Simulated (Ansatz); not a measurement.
**Wannier-function calculation, with input and output: TiO$_{2}$**

System: TiO$_{2}$ (6 atoms in the cell).
Method: maximally localised Wannier functions of PBE bands, plane waves, PAW, no spin polarisation (Ansatz 0.2.0).

The structure derives from an entry of the Crystallography Open Database. The geometry comes from this level: r2SCAN. It belongs to a series of runs on one base structure; here: metal d and anion p, disentangled. Figures and captions count atoms from 1; the log counts them from 0 in places.

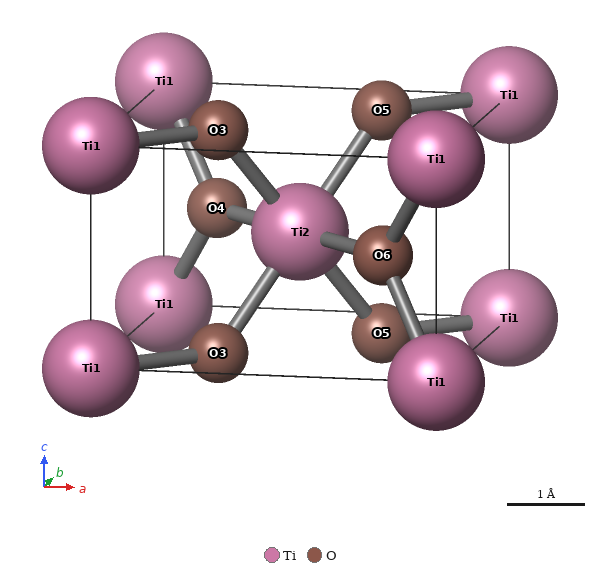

The structure (ball-and-stick view of the cell of the calculation, seen slightly off an axis; atoms are numbered from 1 in the order of the input). Near neighbours in the crystal (not all of them lie inside the picture): Ti has 6 O at 1.95 to 1.98 Å; O has 3 Ti at 1.95 to 1.98 Å.

## Input
```yaml
crystal:
  lattice:
    - [4.5968460591, 0.0, 0.0]
    - [0.0, 4.5968460591, 0.0]
    - [0.0, 0.0, 2.9535014566]
  atoms:
    - { symbol: Ti, position: [0.0, 0.0, 0.0] }
    - { symbol: Ti, position: [0.5, 0.5, 0.5] }
    - { symbol: O, position: [0.3046430035, 0.3046430035, 0.0] }
    - { symbol: O, position: [0.1953569965, 0.8046430035, 0.5] }
    - { symbol: O, position: [0.6953569965, 0.6953569965, 0.0] }
    - { symbol: O, position: [0.8046430035, 0.1953569965, 0.5] }
kpoints:
  mp_grid: { grid: [4, 4, 6] }
  band_path:
    path:
      - [[0.0, 0.0, 0.0], [0.0, 0.5, 0.0], [0.5, 0.5, 0.0], [0.0, 0.0, 0.0], [0.0, 0.0, 0.5], [0.0, 0.5, 0.5], [0.5, 0.5, 0.5], [0.0, 0.0, 0.5]]
      - [[0.0, 0.5, 0.0], [0.0, 0.5, 0.5]]
      - [[0.5, 0.5, 0.0], [0.5, 0.5, 0.5]]
    npoints: 10
hamiltonian:
  xc: pbe
scf:
  occupations: { method: fixed }
  n_extra_bands: 22
output:
  forces: false
  stress: false
  eigenvalues: true
  wannier:
    kmesh: [4, 4, 6]
    projections: [{ species: Ti, l: d, shell: 3 }, { species: O, l: p, shell: 2 }]
    minimise: true
    write_hr: true
    conv_tol: 1.0e-08
    max_iter: 3000
    disentanglement: { window: [-0.86, 20.02], frozen_window: [3.14, 12.02] }
  write_density: true
  write_potential: true
  elf: true
  volumetric_format: npy
```

## File wannier.win
```
! ansatz wannier90 interface
! projections by site (counted from 0) and shell: 0 3D, 1 3D, 2 2P, 3 2P, 4 2P, 5 2P
! states of the run's bands (counted from 1): 1-36
num_bands = 36
num_wann  = 22
num_iter  = 2000
conv_tol = 1e-8
conv_window = 5
dis_win_min = -0.86
dis_win_max = 20.02
dis_froz_min = 3.14
dis_froz_max = 12.02
dis_num_iter = 10000
guiding_centres = true
write_hr = true

begin unit_cell_cart
Ang
             4.5968460591                      0.0                      0.0
                      0.0             4.5968460591                      0.0
                      0.0                      0.0             2.9535014566
end unit_cell_cart

begin atoms_frac
Ti                       0.0                      0.0                      0.0
Ti                       0.5                      0.5                      0.5
O               0.3046430035             0.3046430035                      0.0
O               0.1953569965             0.8046430035                      0.5
O               0.6953569965             0.6953569965                      0.0
O               0.8046430035             0.1953569965                      0.5
end atoms_frac

mp_grid = 4 4 6
```

Launched with:
```bash
ansatz run input.yaml --threads 4 --pin off --max-ram 5529MiB --backend cpu --events-out ev --progress --plain --runs-dir out
```

## Log
```
scf.n_extra_bands = 22 over 24 filled bands (N_el = 48.0): the run solves 46 bands
Engine: ansatz 0.2.0, x86_64-unknown-linux-gnu
Pseudopotentials: kind: paw
Pseudopotential: Ti, paw, valence charge 12, recommended cutoff 420 eV (normal), Ti.paw.azcp
Pseudopotential: O, paw, valence charge 6, recommended cutoff 420 eV (normal), O.paw.azcp
Functional definition: PBE
  parameter kappa = 0.804
  parameter beta = 0.06672455060314922
  exchange = pbe_x(kappa = kappa, mu = beta*pi^2/3)
  correlation = pbe_c(beta = beta)
Crystal: 6 atoms, lattice volume = 62.410 Å³
Basis set: ecut = 420 eV, 1217 PW (Γ)
Bands: 46, of which v1, the nominal top of the filled ones, is band 24 counted from 1 (23 counted from 0)
Symmetry: 16 space group operations
Space group: P42/mnm (ITA 136), of the structure as read, at distance tolerance 4.0e-5 Å
k-points: 24 of 96
Non-local potential: Ti, projectors of the file, l = 0: 3, l = 1: 2, l = 2: 3, l = 3: 1
Non-local potential: O, projectors of the file, l = 0: 2, l = 1: 2, l = 2: 1
PAW form: soft (Blöchl's): semilocal exchange-correlation on the pseudo side does not see the compensation charge
PAW one-centre angular grid: Ti, 590 points (default); XC on 64 Gauss nodes
PAW one-centre angular grid: O, 110 points (default); XC on 64 Gauss nodes
Initial density: superposition of atomic densities (neutral atoms: chi_scale 0, normalization atom), corrected by the library's trained network
Initial wavefunctions: pseudopotential atomic-orbital guess
Functional: x = pbe(κ = 0.804, μ = 0.2195149727645171), c = pbe(β = 0.06672455060314922)
SCF iter   1: F=—  HF=-7277.279831 eV  |F-HF|=—  |Δ(HF+E_count)|=         —  Δρ=2.14e-3  dr2=1.71e-3  ethr=1.77e-3  ⟨swp⟩=4.0  Hψ=3835  notcnv=0  defer=434
preconditioner: auto → Resta (q_TF=auto, 2.611 Å⁻¹)  ε∞=3.4  [insulator: Δε(μ)=1.867 eV  Ē_g=17.270 eV  n_scr=18 (ndim 8)  ℏωp=26.6 eV  f_vac=0.018  ε∞_Penn≈3.4]
SCF iter   2: F=—  HF=-7277.280646 eV  |F-HF|=—  |Δ(HF+E_count)|=   8.15e-4  Δρ=1.41e-3  dr2=7.44e-4  ethr=3.55e-6  ⟨swp⟩=2.2  Hψ=1429  notcnv=0  defer=480
SCF iter   3: F=—  HF=-7277.280819 eV  |F-HF|=—  |Δ(HF+E_count)|=   1.73e-4  Δρ=6.87e-4  dr2=1.63e-4  ethr=1.55e-6  ⟨swp⟩=2.0  Hψ=1071  notcnv=0  defer=480
SCF iter   4: F=—  HF=-7277.280969 eV  |F-HF|=—  |Δ(HF+E_count)|=   1.50e-4  Δρ=3.10e-4  dr2=3.51e-5  ethr=3.40e-7  ⟨swp⟩=2.2  Hψ=987  notcnv=0  defer=373
SCF iter   5: F=—  HF=-7277.281005 eV  |F-HF|=—  |Δ(HF+E_count)|=   3.62e-5  Δρ=6.88e-5  dr2=1.88e-6  ethr=7.32e-8  ⟨swp⟩=2.2  Hψ=1090  notcnv=0  defer=369
SCF iter   6: F=-7277.281007 eV  HF=-7277.281007 eV  |F-HF|=2.42e-8  |Δ(HF+E_count)|=   1.91e-6  Δρ=7.95e-6  dr2=3.83e-8  ethr=2.08e-10  ⟨swp⟩=8.8  Hψ=6218  notcnv=0
SCF 1 converged in 6 iterations: F = -7277.281007 eV  dr2 = 3.83e-8
  greatest PAW one-centre occupation: 0.999 electrons in one spin orbital (limit 2), on the Ti atom at site 0 (counted from 0), in its partial waves of l = 0
```

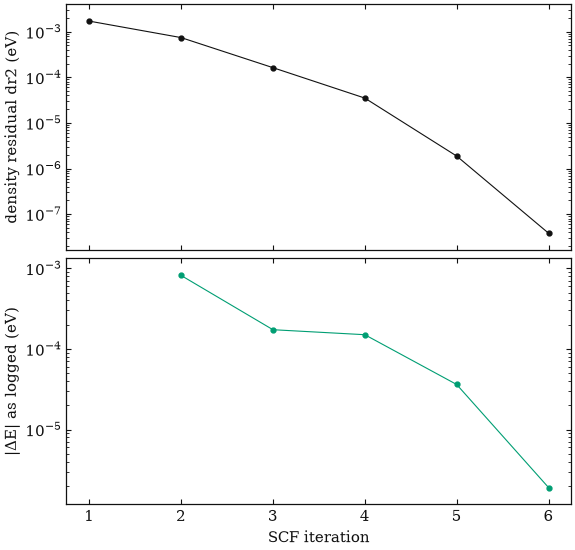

Convergence of the self-consistent field: density residual dr2 and size of the energy change against the SCF iteration. The residual falls at every step.

```
NSCF: frozen V_eff on 93 k-points
NSCF: frozen V_eff on 28 k-points
the Wannier pass solved 28 of the 96 points of its mesh, and has the states at the others by symmetry: states obtained by the crystal's operations at points that were solved too leave a residual of 3.87e-13 eV (read by the count's bands and the next), within 6.67e-6 eV
SCF converged after 6 iterations
Free energy (F): -7277.281007 eV
Harris-Foulkes:  -7277.281007 eV  (|F-HF|=2.42e-8)
Internal energy: -7277.281007 eV  (E = F + TS)
E sigma→0 (E₀):  -7277.281007 eV
Fermi energy:    9.136695 eV
--- Per-component energies (eV) ---
  E_band       = -390.800334
  E_kinetic    = 1247.419954
  E_local      = -3085.948259  (includes V_loc(G=0)·N_el)
  E_nonlocal   = 196.440643
  E_hartree    = 1175.618716
  E_xc         = -492.916801
  E_vxc        = -624.294642  (∫ρ·V_xc dr)
  E_paw        = -2721.982261  (= ΣΔE_a)
  E_vpaw       = -475.661592  (= ΣTr[D̂ρ^β])
  E_aug_tail   = 0.010095  (compensation charges beyond the density's cutoff)
  E_ewald      = -3595.923094
  E_smearing   = -0.000000  (= −TS)
  E_closure    = -0.000000  (closes the sum)
  Σ components = -7277.281007   (vs F -7277.281007, Δ=0.00e0)
--- Band table (eV; the first three rows and the last of 24) ---
  k-point 0: bands = ["-47.7171", "-47.7000", "-24.0381", "-24.0381", "-23.8713", "-23.8713", "-23.8297", "-23.7950", "-9.0696", "-7.9005", "-7.1579", "-7.1579", "3.3750", "3.7882", "4.2226", "5.3204", "5.3204", "6.5872", "6.5872", "7.1727", "8.4438", "8.6919", "8.6919", "9.1367", "11.0236", "11.3201", "11.5648", "11.6581", "11.6581", "13.5440", "13.7326", "15.7759", "15.7759", "16.7700", "17.0422", "20.8245", "20.8245", "23.6669", "24.8130", "25.6998", "27.3899", "28.5525", "28.5525", "28.6008", "30.5155", "32.1507"]
  k-point 1: bands = ["-47.7057", "-47.6908", "-24.0079", "-24.0079", "-23.9446", "-23.9160", "-23.8662", "-23.8662", "-8.7877", "-7.7452", "-7.2894", "-7.2894", "3.7665", "4.0809", "4.5410", "5.0867", "5.0867", "6.4243", "7.0634", "7.0634", "7.4518", "8.1709", "8.1709", "8.9788", "11.4158", "11.5429", "11.5934", "11.9871", "11.9871", "13.5096", "13.9247", "15.4267", "15.4267", "16.3488", "17.8713", "21.8558", "21.8558", "23.7384", "24.4670", "26.0586", "27.2846", "27.2973", "28.2059", "28.2059", "29.3541", "32.3766"]
  k-point 2: bands = ["-47.6818", "-47.6732", "-24.1666", "-24.1516", "-23.9411", "-23.9411", "-23.8618", "-23.8618", "-8.1435", "-7.5506", "-7.5506", "-7.5016", "4.5702", "4.6284", "5.1161", "5.1161", "5.3744", "5.4486", "6.0552", "7.1030", "7.1030", "7.5724", "7.5724", "8.1632", "11.5033", "11.8828", "12.3088", "12.5660", "12.5660", "12.9035", "14.4649", "15.1642", "15.1642", "15.3250", "19.6925", "23.2707", "23.7083", "23.7083", "24.0211", "25.6790", "26.8562", "27.1723", "27.2295", "27.2295", "27.8710", "30.7896"]
  k-point 23: bands = ["-47.6670", "-47.6670", "-24.2694", "-24.2694", "-23.8951", "-23.8951", "-23.8756", "-23.8756", "-7.7719", "-7.7719", "-7.4808", "-7.4808", "4.4229", "4.4229", "4.5815", "4.5815", "5.6127", "5.6127", "6.4053", "6.4053", "7.8574", "7.8574", "8.4666", "8.4666", "11.7499", "11.7499", "12.3678", "12.3678", "12.3833", "12.3833", "15.0731", "15.0731", "15.1739", "15.1739", "20.8364", "20.8364", "23.3407", "23.3407", "23.9040", "23.9040", "26.3542", "26.3542", "28.1462", "28.1462", "28.7394", "28.7394"]
Wannier search: line search 1 of at most 3000: gauge-dependent spread (as the search counts it) 0.2456530 Å², largest recent change 4.0e-1 Å² and fall left 6.3e-5 Å² against conv_tol 1.0e-8 Å², 0 stops escaped
```

## File rho_z.tsv
```
# z_ang	rho[e/angstrom^3]
# format = ansatz-planar-average/11
# lattice	4.596846059	0.000000000	0.000000000
# lattice	0.000000000	4.596846059	0.000000000
# lattice	0.000000000	0.000000000	2.953501457
# sites	6
# site	22	0.000000000	0.000000000	0.000000000
# site	22	2.298423030	2.298423030	1.476750728
# site	8	1.400396990	1.400396990	0.000000000
# site	8	0.898026039	3.698820020	1.476750728
# site	8	3.196449069	3.196449069	0.000000000
# site	8	3.698820020	0.898026039	1.476750728
0.000000	1.171965e0
0.147675	1.096442e0
0.295350	8.927740e-1
0.443025	6.394608e-1
0.590700	4.439993e-1
0.738375	3.737062e-1
0.886050	4.439993e-1
1.033726	6.394608e-1
1.181401	8.927740e-1
1.329076	1.096442e0
1.476751	1.171965e0
1.624426	1.096442e0
1.772101	8.927740e-1
1.919776	6.394608e-1
2.067451	4.439993e-1
2.215126	3.737062e-1
2.362801	4.439993e-1
2.510476	6.394608e-1
2.658151	8.927740e-1
2.805826	1.096442e0
```

## File v_z.tsv
```
# z_ang	v_es[eV]	v_tot[eV]
# format = ansatz-planar-average/11
# xc	pbe
# density_cutoff_ev	1680
# datasets	Ti=:simpson_from_first_knot:soft	O=:simpson_from_first_knot:soft
# lattice	4.596846059	0.000000000	0.000000000
# lattice	0.000000000	4.596846059	0.000000000
# lattice	0.000000000	0.000000000	2.953501457
# sites	6
# site	22	0.000000000	0.000000000	0.000000000
# site	22	2.298423030	2.298423030	1.476750728
# site	8	1.400396990	1.400396990	0.000000000
# site	8	0.898026039	3.698820020	1.476750728
# site	8	3.196449069	3.196449069	0.000000000
# site	8	3.698820020	0.898026039	1.476750728
0.000000	2.145828e0	-9.706665e0
0.147675	2.632105e0	-9.067697e0
0.295350	3.948247e0	-7.439620e0
0.443025	5.712580e0	-5.236663e0
0.590700	7.501026e0	-2.962912e0
0.738375	8.385456e0	-1.872558e0
0.886050	7.501026e0	-2.962912e0
1.033726	5.712580e0	-5.236663e0
1.181401	3.948247e0	-7.439620e0
1.329076	2.632105e0	-9.067697e0
1.476751	2.145828e0	-9.706665e0
1.624426	2.632105e0	-9.067697e0
1.772101	3.948247e0	-7.439620e0
1.919776	5.712580e0	-5.236663e0
2.067451	7.501026e0	-2.962912e0
2.215126	8.385456e0	-1.872558e0
2.362801	7.501026e0	-2.962912e0
2.510476	5.712580e0	-5.236663e0
2.658151	3.948247e0	-7.439620e0
2.805826	2.632105e0	-9.067697e0
```

## File wannier.spreads.toml
```
omega_i_ang2 = 15.028650952385725
omega_d_ang2 = 0.00029792177995647623
omega_od_ang2 = 0.24452605364251145
omega_total_ang2 = 15.273474927808193
least_projectability = 0.5672802435380379
b_vectors_match_mmn = true
n_iter = 20
converged = true
rejected_fitted_steps = 0
dis_converged = true
dis_n_iter = 56
dis_n_moved = 0
dis_level_miss = 0.0001604556262364054

[[wannier]]
r = [-0.0000000000401352482293879, 0.0000000000028046971285625125, 0.0000000000138015408464999]
spread = 0.6719538488849716

[[wannier]]
r = [2.298423029526947, 2.298423029611947, 1.4767507282979495]
spread = 0.6719538771651816

[[wannier]]
r = [0.9071850609453441, 3.7017837380698744, 1.4767507283075245]
spread = 0.6840962039474121

[[wannier]]
r = [3.6896609981391792, 0.8950623210234713, 1.476750728300383]
spread = 0.6840962039576901

[[wannier]]
r = [3.205608091221693, 3.193485351294017, 0.000000000018732185479748972]
spread = 0.6840962044970915

[[wannier]]
r = [1.3912379678885474, 1.4033607077818666, -0.0000000000020672288648082483]
spread = 0.6840962045111776

[[wannier]]
r = [3.1934853567645476, 3.2056080968327376, -0.000000000004039862597373262]
spread = 0.6840962078489667

[[wannier]]
r = [1.4033607023424584, 1.391237962281886, -0.00000000000812271081012707]
spread = 0.6840962078517272

[[wannier]]
r = [0.8950623279323622, 3.689660991032691, 1.4767507283065966]
spread = 0.6840962084175821

[[wannier]]
r = [3.701783731172983, 0.9071850680818867, 1.476750728307323]
spread = 0.6840962084278139

[[wannier]]
r = [3.195633565394156, 3.1956335654727868, 0.000000000002668684971800921]
spread = 0.6964111459406936

[[wannier]]
r = [1.4012124937155106, 1.4012124936205197, -0.000000000003945799558336738]
spread = 0.6964111459623523

[[wannier]]
r = [0.8972105357857908, 3.6996355233146105, 1.4767507283047583]
spread = 0.6964111461686748

[[wannier]]
r = [3.6996355232980935, 0.8972105357866698, 1.4767507283083248]
spread = 0.6964111461826299

[[wannier]]
r = [2.298423029550012, 2.2984230295850283, 1.4767507283154793]
spread = 0.707158175279563

[[wannier]]
r = [0.0000000000023629037093732755, 0.000000000015888541127152492, -0.00000000001382751353437964]
spread = 0.7071581871277244

[[wannier]]
r = [2.298423029567064, 2.298423029542399, 1.4767507282808734]
spread = 0.7071582169831778

[[wannier]]
r = [-0.00000000000021976576803547285, -0.000000000000882773811872108, 0.000000000007775299030773327]
spread = 0.7071582325152346

[[wannier]]
r = [2.298423029561403, 2.298423029548781, 1.4767507283001504]
spread = 0.7106300387463307

[[wannier]]
r = [0.000000000025123423523986824, 0.000000000010341414533168268, 0.000000000029427902904145826]
spread = 0.7106300389043844

[[wannier]]
r = [-0.0000000000191280330715224, -0.000000000006757401350354539, 0.000000000024521428469628775]
spread = 0.710630039081337

[[wannier]]
r = [2.298423029549232, 2.2984230295336054, 1.4767507282921866]
spread = 0.7106300394060376

[[curvature_check]]
after_line_search = 8
omega_tilde_before_ang2 = 0.24540912668685588
krylov_steps = 29
lowest_ritz_value_ang2 = -0.000997650099907574
residual_ang2 = 2.8763807824724353e-13
settled = true
first_negative_step = 4
curvature_along_ang2 = -0.0009976195698382343
angle_rad = 0.6235185822559763
omega_tilde_after_ang2 = 0.24506971658054544
outcome = "escaped"

[[curvature_check]]
after_line_search = 20
omega_tilde_before_ang2 = 0.24482397542246792
krylov_steps = 29
lowest_ritz_value_ang2 = 0.0011321692437440264
residual_ang2 = 2.6787754209134554e-12
settled = true
outcome = "no-negative-curvature"
```

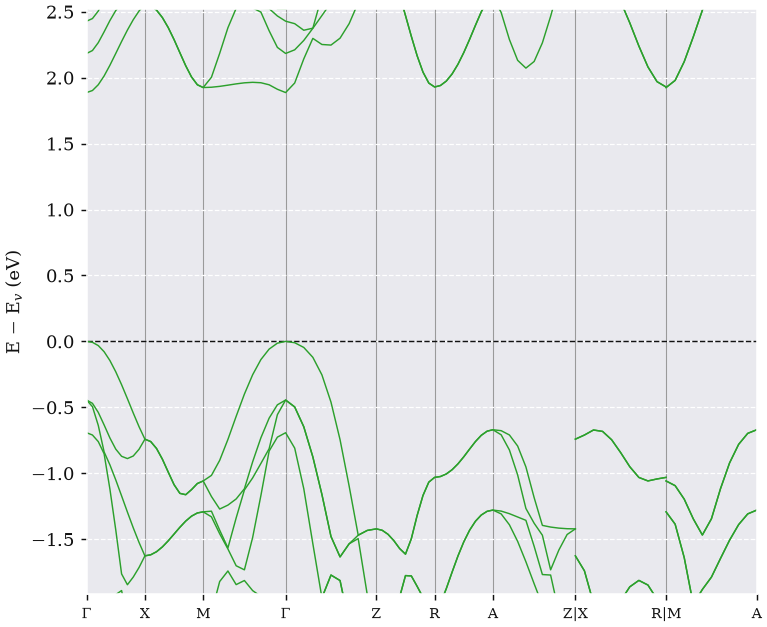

Band structure along Γ–X–M–Γ–Z–R–A–Z|X–R|M–A, with energies from the valence-band top. There is a gap of 1.89 eV on this path, direct, at Γ.

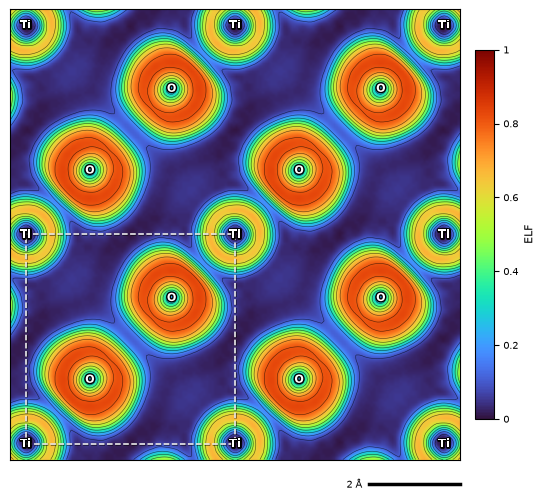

ELF on the (001) plane of the conventional cell. Atoms in the plane: Ti and O. The strong features right at Ti lie inside the PAW spheres (semicore, d or f shells) and say nothing about bonding. Core electrons are frozen (PAW), so the fields are smoothed inside the atomic spheres.

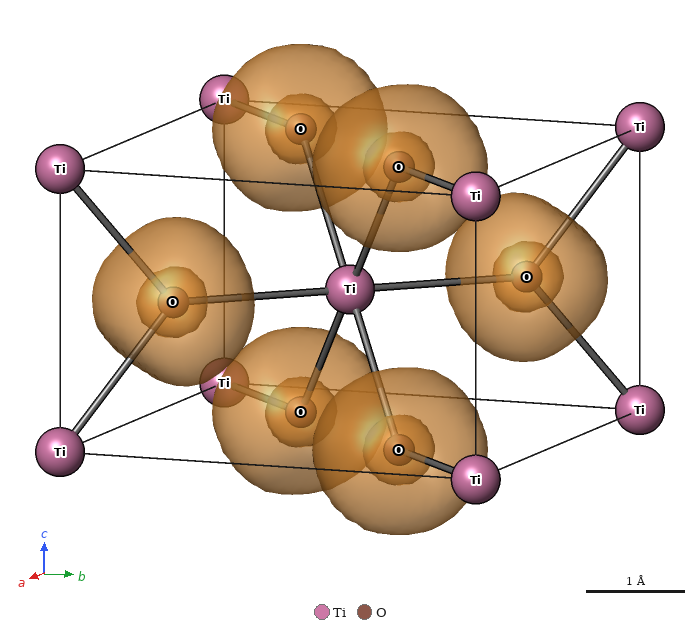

Isosurface of the ELF at 0.7 (orange), seen slightly off an axis. Only the valence region is drawn (cores and ρ < 0.01 e/Å³ removed). Sticks mark near contacts. The outline is the cell set on symmetry axes. Values along the shortest contacts: Ti–O (1.95 Å): the ELF is about 0.20 at the midpoint.

## Results in brief

```json
{"quantity": "outcome", "value": "converged"}
{"quantity": "space group (tolerance 0.01 Å)", "value": "P4₂/mnm (136)"}
{"quantity": "electrons treated", "value": "48"}
{"quantity": "free energy", "value": "−7277.2810 eV"}
{"quantity": "total spread of the Wannier functions", "value": "15.273 Å²"}
{"quantity": "Fermi energy", "value": "9.137 eV"}
{"quantity": "gap on the k-point mesh", "value": "1.89 eV"}
{"quantity": "hardware", "value": "4 threads of Intel Xeon @ 2.90GHz (Ice Lake), 64 GiB of memory available, shared host"}
{"quantity": "wall time", "value": "4.9 s (CPU time 14 s)"}
{"quantity": "peak memory", "value": "0.47 GiB"}
```
